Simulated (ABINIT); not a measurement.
# WS: single-point calculation

- system: WS (Pm-3m, 2 atoms in the cell)
- method: Kohn-Sham DFT of a periodic cell, PBE, SG15 NC PBE v1.2, no spin polarisation (ABINIT 10.8.3)

The structure was built on a prototype by a generator; it need not be a known phase.

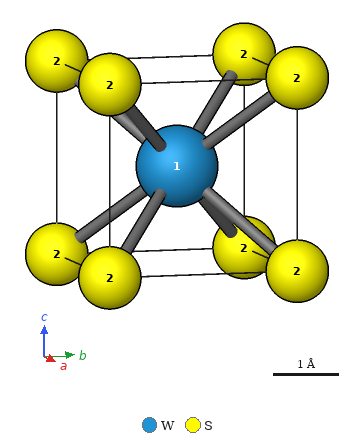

Figure 1. The structure as given in the input (ball-and-stick view of the cell of the calculation, seen slightly off an axis; atoms are numbered from 1 in the order of the input). An atom can appear more than once, as a periodic image. Near neighbours in the periodic cell (some may lie outside the picture): W has 8 S at 2.60 Å; S has 8 W at 2.60 Å.

The input:
```
pp_dirpath "./"
pseudos "W_ONCV_PBE-1.2.upf, S_ONCV_PBE-1.2.upf"

acell 3*1.0
rprim
     5.6840883130     0.0000000000     0.0000000000
     0.0000000000     5.6840883130     0.0000000000
     0.0000000000     0.0000000000     5.6840883130
ntypat 2
znucl 74 16
natom 2
typat 1 2
xred
     0.5000000000     0.5000000000     0.5000000000
     0.0000000000     0.0000000000     0.0000000000

ecut 30.0

kptopt 1
ngkpt 9 9 9
nshiftk 1
shiftk 0.0 0.0 0.0

ixc 11

nband 21
occopt 6
tsmear 0.00367493

nstep 100
tolvrs 1.0e-10

iomode 3
prtwf 0
prtden 0
prteig 0
prtebands 0
enunit 1
```

Hardware: 1 thread of AMD EPYC (Zen 5), 16 GiB of memory available, shared host.

Run as:
```bash
abinit run.abi > log 2>&1
```

The program's output:
```
.Version 10.8.3 of ABINIT
 Symmetries : space group Pm -3 m (#221); Bravais cP (primitive cubic)
================================================================================
 Values of the parameters that define the memory need of the present run
     intxc =       0    ionmov =       0      iscf =       7    lmnmax =       8
     lnmax =       8     mgfft =      30  mpssoang =       4    mqgrid =    3001
     natom =       2  nloc_mem =       1    nspden =       1   nspinor =       1
    nsppol =       1      nsym =      48    n1xccc =       0    ntypat =       2
    occopt =       6   xclevel =       2
       mpw =        1463          nfft =       27000          nkpt =          35
================================================================================
================================================================================

--------------------------------------------------------------------------------
------------- Echo of variables that govern the present computation ------------
--------------------------------------------------------------------------------
 -outvars: echo values of preprocessed input variables --------
            acell      1.0000000000E+00  1.0000000000E+00  1.0000000000E+00 Bohr
              amu      1.83850000E+02  3.20660000E+01
             ecut      3.00000000E+01 Hartree
           enunit           1
              ixc          11
         kptrlatt        9    0    0      0    9    0      0    0    9
          kptrlen      5.11567948E+01
            natom           2
            nband          21
            ngfft          30      30      30
             nkpt          35
            nstep         100
             nsym          48
           ntypat           2
           occopt           6
           prtden           0
        prtebands           0
           prteig           0
            prtwf           0
            rprim      5.6840883130E+00  0.0000000000E+00  0.0000000000E+00
                       0.0000000000E+00  5.6840883130E+00  0.0000000000E+00
                       0.0000000000E+00  0.0000000000E+00  5.6840883130E+00
          spgroup         221
           tolvrs      1.00000000E-10
           tsmear      3.67493000E-03 Hartree
            typat      1  2
           xangst      1.5039449990E+00  1.5039449990E+00  1.5039449990E+00
                       0.0000000000E+00  0.0000000000E+00  0.0000000000E+00
            xcart      2.8420441565E+00  2.8420441565E+00  2.8420441565E+00
                       0.0000000000E+00  0.0000000000E+00  0.0000000000E+00
             xred      5.0000000000E-01  5.0000000000E-01  5.0000000000E-01
                       0.0000000000E+00  0.0000000000E+00  0.0000000000E+00
            znucl       74.00000   16.00000

================================================================================

 chkinp: Checking input parameters for consistency.

================================================================================
== DATASET  1 ==================================================================

--- !DatasetInfo
iteration_state: {dtset: 1, }
dimensions: {natom: 2, nkpt: 35, mband: 21, nsppol: 1, nspinor: 1, nspden: 1, mpw: 1463, }
cutoff_energies: {ecut:  30.0, pawecutdg:  -1.0, }
electrons: {nelect:   3.40000000E+01, charge:   0.00000000E+00, occopt:   6.00000000E+00, tsmear:   3.67493000E-03, }
meta: {optdriver: 0, ionmov: 0, optcell: 0, iscf: 7, paral_kgb: 0, }
...

 Exchange-correlation functional for the present dataset will be:
  GGA: Perdew-Burke-Ernzerhof functional - ixc=11
  J.P.Perdew, K.Burke, M.Ernzerhof, PRL 77, 3865 (1996)

 Real(R)+Recip(G) space primitive vectors, cartesian coordinates (Bohr,Bohr^-1):
 R(1)=  5.6840883  0.0000000  0.0000000  G(1)=  0.1759297  0.0000000  0.0000000
 R(2)=  0.0000000  5.6840883  0.0000000  G(2)=  0.0000000  0.1759297  0.0000000
 R(3)=  0.0000000  0.0000000  5.6840883  G(3)=  0.0000000  0.0000000  0.1759297
 Unit cell volume ucvol=  1.8364641E+02 bohr^3
 Angles (23,13,12)=  9.00000000E+01  9.00000000E+01  9.00000000E+01 degrees

 getcut: wavevector=  0.0000  0.0000  0.0000  ngfft=  30  30  30
         ecut(hartree)=     30.000   => boxcut(ratio)=   2.14060

--- Pseudopotential description ------------------------------------------------
- pspini: atom type   1  psp file is ./W_ONCV_PBE-1.2.upf
12 -101130 3 -1 602                           pspcod,pspxc,lmax,lloc,mmax
     nproj     2     2     2     2

- pspini: atom type   2  psp file is ./S_ONCV_PBE-1.2.upf
12 -101130 1 -1 602                           pspcod,pspxc,lmax,lloc,mmax
     nproj     2     2     0     0

   2.71874801E+03                                ecore*ucvol(ha*bohr**3)
--------------------------------------------------------------------------------

================================================================================

--- !BeginCycle
iteration_state: {dtset: 1, }
solver: {iscf: 7, nstep: 100, nline: 4, wfoptalg: 0, }
tolerances: {tolvrs: 1.00E-10, }
...

     iter   Etot(hartree)      deltaE(h)  residm     vres2
 ETOT  1  -281.91996447915    -2.819E+02 7.584E-01 2.231E+01
 ETOT  2  -282.17942710999    -2.595E-01 4.701E-03 3.864E+01
 ETOT  3  -282.19052611106    -1.110E-02 1.686E-03 1.562E-01
 ETOT  4  -282.19058380617    -5.770E-05 2.521E-04 1.357E-02
 ETOT  5  -282.19058735839    -3.552E-06 1.311E-04 2.347E-04
 ETOT  6  -282.19058741755    -5.916E-08 1.853E-04 8.853E-06
 ETOT  7  -282.19058741997    -2.416E-09 2.973E-04 5.911E-09
 ETOT  8  -282.19058741997     1.478E-12 3.925E-04 2.065E-10
 ETOT  9  -282.19058741996     3.240E-12 5.311E-04 3.875E-14

 At SCF step    9       vres2   =  3.87E-14 < tolvrs=  1.00E-10 =>converged.

 Cartesian components of stress tensor (hartree/bohr^3)
  sigma(1 1)= -4.33133137E-05  sigma(3 2)=  0.00000000E+00
  sigma(2 2)= -4.33133137E-05  sigma(3 1)=  0.00000000E+00
  sigma(3 3)= -4.33133137E-05  sigma(2 1)=  0.00000000E+00

--- !ResultsGS
iteration_state: {dtset: 1, }
comment   : Summary of ground state results
lattice_vectors:
- [  5.6840883,   0.0000000,   0.0000000, ]
- [  0.0000000,   5.6840883,   0.0000000, ]
- [  0.0000000,   0.0000000,   5.6840883, ]
lattice_lengths: [   5.68409,    5.68409,    5.68409, ]
lattice_angles: [ 90.000,  90.000,  90.000, ] # degrees, (23, 13, 12)
lattice_volume:   1.8364641E+02
convergence: {deltae:  3.240E-12, res2:  3.875E-14, residm:  5.311E-04, diffor: null, }
etotal    :  -2.82190587E+02
entropy   :   0.00000000E+00
fermie    :   5.77977791E-01
cartesian_stress_tensor: # hartree/bohr^3
- [ -4.33133137E-05,   0.00000000E+00,   0.00000000E+00, ]
- [  0.00000000E+00,  -4.33133137E-05,   0.00000000E+00, ]
- [  0.00000000E+00,   0.00000000E+00,  -4.33133137E-05, ]
pressure_GPa:   1.2743E+00
xred      :
- [  5.0000E-01,   5.0000E-01,   5.0000E-01,  W]
- [  0.0000E+00,   0.0000E+00,   0.0000E+00,  S]
cartesian_forces: # hartree/bohr
- [ -0.00000000E+00,  -0.00000000E+00,  -0.00000000E+00, ]
- [ -0.00000000E+00,  -0.00000000E+00,  -0.00000000E+00, ]
force_length_stats: {min:   0.00000000E+00, max:   0.00000000E+00, mean:   0.00000000E+00, }
...

 Integrated electronic density in atomic spheres:
 ------------------------------------------------
 Atom  Sphere_radius  Integrated_density
    1        2.00000         24.06870588
    2        2.00000          3.99755712
================================================================================

 ----iterations are completed or convergence reached----

 Mean square residual over all n,k,spin=   89.860E-08; max=  53.113E-05
 reduced coordinates (array xred) for    2 atoms
       0.500000000000      0.500000000000      0.500000000000
       0.000000000000      0.000000000000      0.000000000000
 rms dE/dt=  0.0000E+00; max dE/dt=  0.0000E+00; dE/dt below (all hartree)
    1       0.000000000000      0.000000000000      0.000000000000
    2       0.000000000000      0.000000000000      0.000000000000

 cartesian coordinates (angstrom) at end:
    1      1.50394499897955     1.50394499897955     1.50394499897955
    2      0.00000000000000     0.00000000000000     0.00000000000000

 cartesian forces (hartree/bohr) at end:
    1     -0.00000000000000    -0.00000000000000    -0.00000000000000
    2     -0.00000000000000    -0.00000000000000    -0.00000000000000
 frms,max,avg= 0.0000000E+00 0.0000000E+00   0.000E+00  0.000E+00  0.000E+00 h/b

 cartesian forces (eV/Angstrom) at end:
    1     -0.00000000000000    -0.00000000000000    -0.00000000000000
    2     -0.00000000000000    -0.00000000000000    -0.00000000000000
 frms,max,avg= 0.0000000E+00 0.0000000E+00   0.000E+00  0.000E+00  0.000E+00 e/A
 length scales=  1.000000000000  1.000000000000  1.000000000000 bohr
              =  0.529177210544  0.529177210544  0.529177210544 angstroms
 Fermi (or HOMO) energy (eV) =  15.72758   Average Vxc (eV)= -13.99788
 Eigenvalues (   eV  ) for nkpt=  35  k points:
 kpt#   1, nband= 21, wtk=  0.00137, kpt=  0.0000  0.0000  0.0000 (reduced coord)
 -58.74248  -22.82173  -22.82173  -22.82173  -12.94169  -12.89208  -12.89208  -12.89208
 -12.84654  -12.84654  -12.84654   -1.87043   11.20708   11.20708   12.87739   12.87739
  12.87739   16.91708   16.91708   16.91708   18.10146
 prteigrs : prtvol=0 or 1, do not print more k-points.

--- !EnergyTerms
iteration_state     : {dtset: 1, }
comment             : Components of total free energy in Hartree
kinetic             :  1.05511481198546E+02
hartree             :  6.40230990420388E+01
xc                  : -2.36683557813085E+01
Ewald energy        : -2.28359789305717E+02
psp_core            :  1.48042532409479E+01
local_psp           : -1.68516283631592E+02
non_local_psp       : -4.59849872689214E+01
internal            : -2.82190582506006E+02
'-kT*entropy'       : -4.91395560994262E-06
total_energy        : -2.82190587419962E+02
total_energy_eV     : -7.67879706926486E+03
band_energy         : -1.18311522470351E+01
...

 Cartesian components of stress tensor (hartree/bohr^3)
  sigma(1 1)= -4.33133137E-05  sigma(3 2)=  0.00000000E+00
  sigma(2 2)= -4.33133137E-05  sigma(3 1)=  0.00000000E+00
  sigma(3 3)= -4.33133137E-05  sigma(2 1)=  0.00000000E+00

-Cartesian components of stress tensor (GPa)         [Pressure=  1.2743E+00 GPa]
- sigma(1 1)= -1.27432169E+00  sigma(3 2)=  0.00000000E+00
- sigma(2 2)= -1.27432169E+00  sigma(3 1)=  0.00000000E+00
- sigma(3 3)= -1.27432169E+00  sigma(2 1)=  0.00000000E+00

== END DATASET(S) ==============================================================
================================================================================

 -outvars: echo values of variables after computation  --------
            acell      1.0000000000E+00  1.0000000000E+00  1.0000000000E+00 Bohr
           etotal     -2.8219058742E+02
            fcart     -0.0000000000E+00 -0.0000000000E+00 -0.0000000000E+00
                      -0.0000000000E+00 -0.0000000000E+00 -0.0000000000E+00
            rprim      5.6840883130E+00  0.0000000000E+00  0.0000000000E+00
                       0.0000000000E+00  5.6840883130E+00  0.0000000000E+00
                       0.0000000000E+00  0.0000000000E+00  5.6840883130E+00
           strten     -4.3313313716E-05 -4.3313313716E-05 -4.3313313716E-05
                       0.0000000000E+00  0.0000000000E+00  0.0000000000E+00
           xangst      1.5039449990E+00  1.5039449990E+00  1.5039449990E+00
                       0.0000000000E+00  0.0000000000E+00  0.0000000000E+00
             xred      5.0000000000E-01  5.0000000000E-01  5.0000000000E-01
                       0.0000000000E+00  0.0000000000E+00  0.0000000000E+00
 Calculation completed.
```

Summary:

| quantity | value |
| --- | --- |
| outcome | converged |
| space group (tolerance 0.01 Å) | Pm-3m (221) |
| electrons treated | 34 |
| free energy | −7678.7971 eV |
| Fermi energy | 15.728 eV |
| gap on the k-point mesh | none (metallic) |
| pressure | 1.27 GPa |
| largest force (length of the vector) | under 0.001 eV/Å |
| wall time | 14 s |
| peak memory | 0.07 GiB |

Remarks:

Spin–orbit coupling is left out, which matters for W.
